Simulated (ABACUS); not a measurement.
# BaTe: band-structure run (part 1 of 2)

- system: BaTe (Fm-3m, 2 atoms in the cell)
- method: Kohn-Sham DFT of a periodic cell, PBEsol, GBRV ultrasoft 1.5 PBEsol, no spin polarisation (ABACUS 3.10.1)

The structure derives from an entry of the Crystallography Open Database.

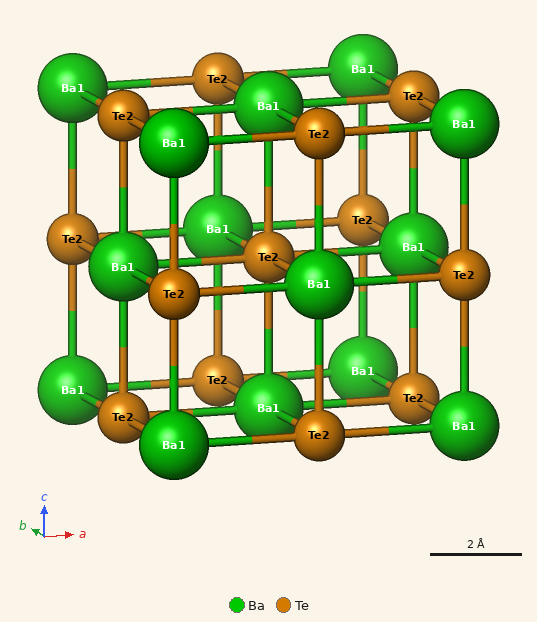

The structure as given in the input (ball-and-stick view of the cell 4 times as large as that of the calculation, set on its symmetry axes, seen slightly off an axis; atoms are numbered from 1 in the order of the input). An atom can appear more than once, as a periodic image.

The input
```
INPUT_PARAMETERS
suffix              BaTe
calculation         scf
basis_type          pw
pseudo_dir          ./
symmetry            1
dft_functional      pbesol
ecutwfc             40
pseudo_rcut         10
nspin               1
nbands              18
ks_solver           dav
smearing_method     fd
smearing_sigma      0.00367493
scf_thr             1e-08
scf_nmax            100
mixing_type         broyden
mixing_beta         0.7
cal_force           1
cal_stress          1
ecutrho             320
out_chg             1
kpar                4
```

File STRU
```
ATOMIC_SPECIES
Ba 137.3270 ba_pbesol_v1.uspp.F.UPF
Te 127.6000 te_pbesol_v1.uspp.F.UPF

LATTICE_CONSTANT
1.8897261246

LATTICE_VECTORS
0.0000000000 3.4100000000 3.4100000000
3.4100000000 0.0000000000 3.4100000000
3.4100000000 3.4100000000 0.0000000000

ATOMIC_POSITIONS
Direct

Ba
0.0
1
0.0000000000 0.0000000000 0.0000000000 1 1 1

Te
0.0
1
0.5000000000 0.5000000000 0.5000000000 1 1 1
```

File KPT
```
K_POINTS
0
Gamma
6 6 6 0 0 0
```

Launch command:
```bash
OMP_NUM_THREADS=1 mpirun -np 4 abacus > log
```

Log
```
ABACUS v3.10.1

               Atomic-orbital Based Ab-initio Computation at UStc

 ------------------------------------------------------------------------------------

 READING GENERAL INFORMATION
                           global_out_dir = OUT.BaTe/
                           global_in_card = INPUT
                               pseudo_dir = ./
                              orbital_dir =
                                    DSIZE = 4
                                    GSIZE = 1

 READING UNITCELL INFORMATION
                                    ntype = 2
                  lattice constant (Bohr) = 1.88973
              lattice constant (Angstrom) = 1

 READING ATOM TYPE 1
                               atom label = Ba
                      L=0, number of zeta = 1
                      L=1, number of zeta = 1
                      L=2, number of zeta = 1
             number of atom for this type = 1

 READING ATOM TYPE 2
                               atom label = Te
                      L=0, number of zeta = 1
                      L=1, number of zeta = 1
                      L=2, number of zeta = 1
             number of atom for this type = 1

                        TOTAL ATOM NUMBER = 2
DIRECT COORDINATES
    atom                   x                   y                   z     mag                  vx                  vy                  vz
taud_Ba1            0.0000000000        0.0000000000        0.0000000000  0.0000        0.0000000000        0.0000000000        0.0000000000
taud_Te1            0.5000000000        0.5000000000        0.5000000000  0.0000        0.0000000000        0.0000000000        0.0000000000

                          Volume (Bohr^3) = 535.168
                             Volume (A^3) = 79.3035

 Lattice vectors: (Cartesian coordinate: in unit of a_0)
                   +0               +3.41               +3.41
                +3.41                  +0               +3.41
                +3.41               +3.41                  +0
 Reciprocal vectors: (Cartesian coordinate: in unit of 2 pi/a_0)
            -0.146628           +0.146628           +0.146628
            +0.146628           -0.146628           +0.146628
            +0.146628           +0.146628           -0.146628
 The esolver type has been set to : ksdft_pw

                PAO radial cut off (Bohr) = 10

 Read in pseudopotential file is ba_pbesol_v1.uspp.F.UPF
                     pseudopotential type = US
          exchange-correlation functional = PBEsol
                 nonlocal core correction = 1
                        valence electrons = 10
                                     lmax = 3
                           number of zeta = 5
                     number of projectors = 7
                           L of projector = 0
                           L of projector = 0
                           L of projector = 1
                           L of projector = 1
                           L of projector = 2
                           L of projector = 2
                           L of projector = 3
 XC functional updated to : pbesol
          exchange-correlation functional = PBESOL
                PAO radial cut off (Bohr) = 10

 Read in pseudopotential file is te_pbesol_v1.uspp.F.UPF
                     pseudopotential type = US
          exchange-correlation functional = PBEsol
                 nonlocal core correction = 1
                        valence electrons = 6
                                     lmax = 2
                           number of zeta = 2
                     number of projectors = 5
                           L of projector = 0
                           L of projector = 0
                           L of projector = 1
                           L of projector = 1
                           L of projector = 2
 XC functional updated to : pbesol
          exchange-correlation functional = PBESOL
     initial pseudo atomic orbital number = 17

 SETUP THE ELECTRONS NUMBER
            electron number of element Ba = 10
      total electron number of element Ba = 10
            electron number of element Te = 6
      total electron number of element Te = 6
            AUTOSET number of electrons:  = 16
                           occupied bands = 8
                                   NBANDS = 18
                                   NLOCAL = 18

%%%%%%%%%%%%%%%%%%%%%%%%%%%%%%%%%%%%%%%%%%%%%%%%%%%%%%%%%%%%%%%%%%%%%%%%%%%%%%%%%%%%%%%%%%%%%%%%%%%%%%%%%%
 Warning: the number of valence electrons in pseudopotential > 2 for Ba: [Xe] 6s2
 Pseudopotentials with additional electrons can yield (more) accurate outcomes, but may be less efficient.
 If you're confident that your chosen pseudopotential is appropriate, you can safely ignore this warning.
%%%%%%%%%%%%%%%%%%%%%%%%%%%%%%%%%%%%%%%%%%%%%%%%%%%%%%%%%%%%%%%%%%%%%%%%%%%%%%%%%%%%%%%%%%%%%%%%%%%%%%%%%%

 SETUP THE PLANE WAVE BASIS
 energy cutoff for charge/potential (unit:Ry) = 160
            fft grid for charge/potential = [ 40, 40, 40 ]
                        fft grid division = [ 1, 1, 1 ]
        big fft grid for charge/potential = [ 54, 54, 54 ]
                                     nbxx = 157464
                                     nrxx = 64000

 SETUP PLANE WAVES FOR CHARGE/POTENTIAL
                    number of plane waves = 18197
                         number of sticks = 925

 PARALLEL PW FOR CHARGE/POTENTIAL
     PROC   COLUMNS(POT)             PW
        1            925          18197
 --------------- sum -------------------
        1            925          18197
                            number of |g| = 226
                                  max |g| = 14.4478
                                  min |g| = 0

 energy cutoff for dense charge/potential (unit:Ry) = 320
      fft grid for dense charge/potential = [ 54, 54, 54 ]
                                     nrxx = 157464

 SETUP PLANE WAVES FOR dense CHARGE/POTENTIAL
                    number of plane waves = 51493
                         number of sticks = 1813

 PARALLEL PW FOR dense CHARGE/POTENTIAL
     PROC   COLUMNS(POT)             PW
        1           1813          51493
 --------------- sum -------------------
        1           1813          51493
                            number of |g| = 451
                                  max |g| = 28.8955
                                  min |g| = 0

----------- Double Check Mixing Parameters Begin ------------
mixing_type: broyden
mixing_beta: 0.7
mixing_gg0: 1
mixing_gg0_min: 0.1
mixing_ndim: 8
----------- Double Check Mixing Parameters End ------------

 LATTICE VECTORS: (CARTESIAN COORDINATE: IN UNIT OF A0)
                   +0               +3.41               +3.41
                +3.41                  +0               +3.41
                +3.41               +3.41                  +0
                       right hand lattice = 1
                                   NORM_A = 4.82247
                                   NORM_B = 4.82247
                                   NORM_C = 4.82247
                           ALPHA (DEGREE) = 60
                           BETA  (DEGREE) = 60
                           GAMMA (DEGREE) = 60

 The lattice vectors have been changed (STRU_SIMPLE.cif)

(for optimal symmetric configuration:)
                             BRAVAIS TYPE = 3
                     BRAVAIS LATTICE NAME = 03. Cubic F (face-centered)
                                    ibrav = 3
                                    IBRAV = 3
                                  BRAVAIS = FACE CENTERED CUBIC
                       LATTICE CONSTANT A = 6.82
Original cell was already a primitive cell.
                        ROTATION MATRICES = 48
              PURE POINT GROUP OPERATIONS = 48
                   SPACE GROUP OPERATIONS = 48
                              POINT GROUP = O_h
               POINT GROUP IN SPACE GROUP = O_h

 SETUP K-POINTS
                                    nspin = 1
                   Input type of k points = Monkhorst-Pack(Gamma)
                                   nkstot = 216
                       right hand lattice = 1
(for reciprocal lattice: )
                             BRAVAIS TYPE = 2
                     BRAVAIS LATTICE NAME = 02. Cubic I (body-centered)
                                    ibrav = 2
                       right hand lattice = 1
(for k-lattice: )
                             BRAVAIS TYPE = 2
                     BRAVAIS LATTICE NAME = 02. Cubic I (body-centered)
                                    ibrav = 2
                       right hand lattice = 1
                        ROTATION MATRICES = 48
                               nkstot_ibz = 16
K-POINTS REDUCTION ACCORDING TO SYMMETRY
     IBZ    DIRECT_X    DIRECT_Y    DIRECT_Z  WEIGHT  ibz2bz
       1  0.00000000  0.00000000  0.00000000  0.0046       0
       2  0.16666667  0.16666667  0.16666667  0.0370       1
       3  0.33333333  0.33333333  0.33333333  0.0370       2
       4  0.50000000  0.50000000  0.50000000  0.0185       3
       5  0.16666667  0.16666667  0.00000000  0.0278       7
       6  0.33333333  0.33333333  0.16666667  0.1111       8
       7  0.50000000  0.50000000  0.33333333  0.1111       9
       8  0.50000000  0.33333333  0.33333333  0.1111      10
       9  0.33333333  0.16666667  0.16666667  0.0556      11
      10  0.33333333  0.33333333  0.00000000  0.0278      14
      11  0.50000000  0.50000000  0.16666667  0.1111      15
      12 -0.33333333  0.33333333  0.33333333  0.0556      16
      13  0.50000000  0.50000000  0.00000000  0.0139      21
      14  0.50000000  0.33333333  0.16666667  0.1111      51
      15  0.50000000  0.33333333 -0.33333333  0.1111      52
      16  0.50000000  0.33333333 -0.16666667  0.0556      58

                               nkstot now = 16
[... K-POINTS DIRECT COORDINATES: 16 rows ...]

           k-point number in this process = 4
       minimum distributed K point number = 4
[... stars of the k points ...]

[... K-POINTS CARTESIAN COORDINATES: 4 rows ...]

[... K-POINTS DIRECT COORDINATES: 4 rows ...]

 SETUP PLANE WAVES FOR WAVE FUNCTIONS
     energy cutoff for wavefunc (unit:Ry) = 40
              fft grid for wave functions = [ 40, 40, 40 ]
                    number of plane waves = 2733
                         number of sticks = 253

 PARALLEL PW FOR WAVE FUNCTIONS
     PROC   COLUMNS(POT)             PW
        1            253           2733
 --------------- sum -------------------
        1            253           2733
```
